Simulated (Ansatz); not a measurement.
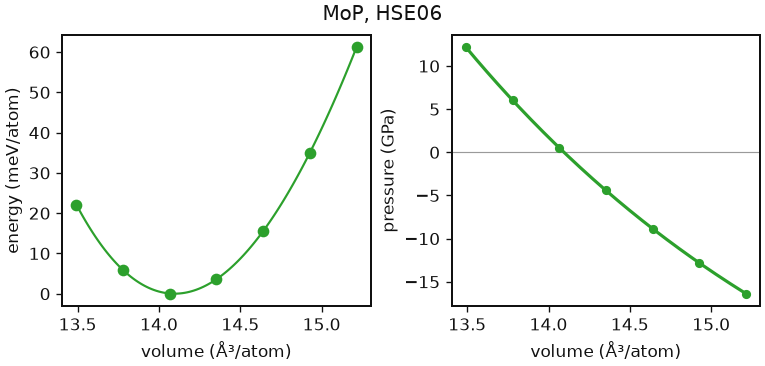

The plot gives the computed energy and pressure against volume for MoP, space group P-6m2 (No. 187).

Cell as given: a = 3.223 Å, b = 3.223 Å, c = 3.191 Å, α = 90.00°, β = 90.00°, γ = 120.00°; 2 atoms.

Method: plane-wave DFT, no spin polarisation; energies at scaled volumes of the given cell, shape and fractions fixed, counted from the fit's minimum, third-order Birch-Murnaghan fit (Ansatz 0.2.0). Level: HSE06.

- k mesh: 6×6×6
- occupations: Fermi–Dirac
- smearing width: 0.05 eV
- potentials: Ansatz PAW
- wave cutoff: 420 eV
- density cutoff: 1680 eV

Question: Give the fitted equation-of-state parameters.

Answer: A third-order Birch–Murnaghan fit gives V0 = 14.10 Å³/atom, B0 = 253 GPa and B′ = 4.4.

Question: How does the pressure vary with volume?

Answer: It falls from 12.19 GPa at volume 13.49 Å³/atom to −16.38 GPa at 15.21 Å³/atom, and changes sign near 14.10 Å³/atom.

Limits of the calculation: shape and atomic fractions are frozen while scaling, which makes layered, chain and framework solids too stiff.
